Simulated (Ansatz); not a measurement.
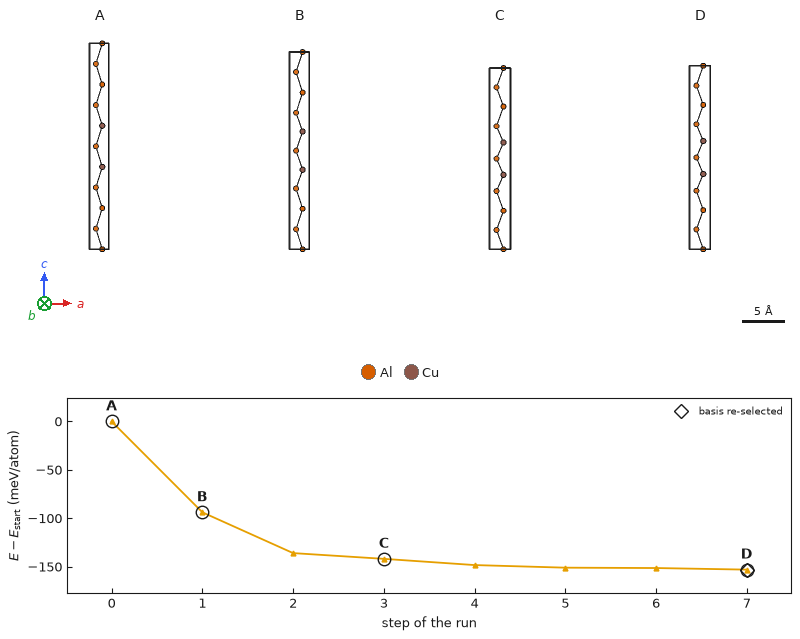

Frames of a relaxation of crystalline Al4Cu (a generated structure, set up in P-6m2) (coarse preliminary run), marked on the history of the run. Style: ball-and-stick. Shown: the cell of the calculation, along the b axis.

These are results of DFT PBE, scalar-relativistic, plane waves, PAW (Ansatz), not measurements.

Input
```yaml
crystal:
  lattice:
    - [2.65182224, 0.0, 0.0]
    - [-1.32591112, 2.29654543, 0.0]
    - [0.0, 0.0, 24.71495346]
  atoms:
    - { symbol: Al, position: [0.33333333, 0.66666667, 0.9] }
    - { symbol: Al, position: [0.33333333, 0.66666667, 0.1] }
    - { symbol: Al, position: [0.33333333, 0.66666667, 0.3] }
    - { symbol: Al, position: [0.33333333, 0.66666667, 0.5] }
    - { symbol: Al, position: [0.33333333, 0.66666667, 0.7] }
    - { symbol: Al, position: [0.66666667, 0.33333333, 0.0] }
    - { symbol: Al, position: [0.66666667, 0.33333333, 0.2] }
    - { symbol: Al, position: [0.66666667, 0.33333333, 0.8] }
    - { symbol: Cu, position: [0.66666667, 0.33333333, 0.4] }
    - { symbol: Cu, position: [0.66666667, 0.33333333, 0.6] }
basis:
  ecutwfc: 420
kpoints:
  mp_grid: { grid: [6, 6, 1] }
hamiltonian:
  xc: pbe
scf:
  occupations: { method: gaussian, width: 0.1 }
  lower_state_search: "off"
output:
  forces: true
  stress: true
  eigenvalues: true
relax:
  adjacent_minimum: "off"
  f_tol: 0.04
  max_steps: 70
  cell: { stress_tol: 0.4 }
```

Command:
```bash
ansatz run input.yaml --threads 1 --pin off --max-ram 2560MiB --backend cpu --events-out ev --progress --plain --runs-dir out
```

> What happens along the run?

The largest moves relative to the cell, 0.42 Å, are those of Al3 and Al5. Al3 goes along +c. Largest moves by element: Al 0.42 Å, Cu 0.22 Å. The volume changes by +3.6 %, with a = b 2.652 → 2.860 Å (+7.8 %), c 24.715 → 22.023 Å (−10.9 %). Near-neighbour distances that change, for instance: Al4–Cu10 2.907 → 2.578 Å, Al3–Cu9 2.907 → 2.600 Å, Al1–Al1 2.652 → 2.860 Å, Cu10–Cu10 2.652 → 2.860 Å. The space group stays P-6m2 (No. 187). After 6 accepted moves (7 points after the start) the energy has fallen by 153 meV per atom. Largest force component: 0.51 eV/Å at the start, 0.036 eV/Å at the end. The pressure goes from 5.33 to −0.02 GPa. The SCF was repeated once at an unchanged geometry on a basis and grid sized afresh for the cell, which shifted the energy by 1.6 meV per atom at most. The run took 58 s on 1 thread of Intel(R) Xeon(R) Processor @ 2.70GHz, with other jobs on the host, peak memory 0.4 GiB. From step 0 to 1: Al atoms move most (0.19 Å), volume +1.6 %, energy −93.8 meV per atom. From step 1 to 3: Al atoms move most (0.28 Å), volume +4.4 %, energy −48.1 meV per atom. From step 3 to 7: Al atoms move most (0.05 Å), volume −2.3 %, energy −11.1 meV per atom.

| step | E − E(0), meV/atom | largest force component, eV/Å | pressure, GPa | volume, Å³/atom | note |
| --- | --- | --- | --- | --- | --- |
| 0 | 0.00 | 0.5133 | 5.33 | 15.051 |  |
| 1 | -93.79 | 0.4418 | 1.80 | 15.293 |  |
| 2 | -135.90 | 0.2971 | 1.78 | 15.207 |  |
| 3 | -141.84 | 0.1624 | -1.94 | 15.962 |  |
| 4 | -148.26 | 0.1081 | 0.71 | 15.475 |  |
| 5 | -150.95 | 0.1245 | -0.23 | 15.618 |  |
| 6 | -151.32 | 0.0349 | -0.18 | 15.599 |  |
| 7 | -152.96 | 0.0356 | -0.02 | 15.599 | same geometry, new basis |

Limits of the set-up: the k-point mesh is coarse for a cell with partly filled bands.
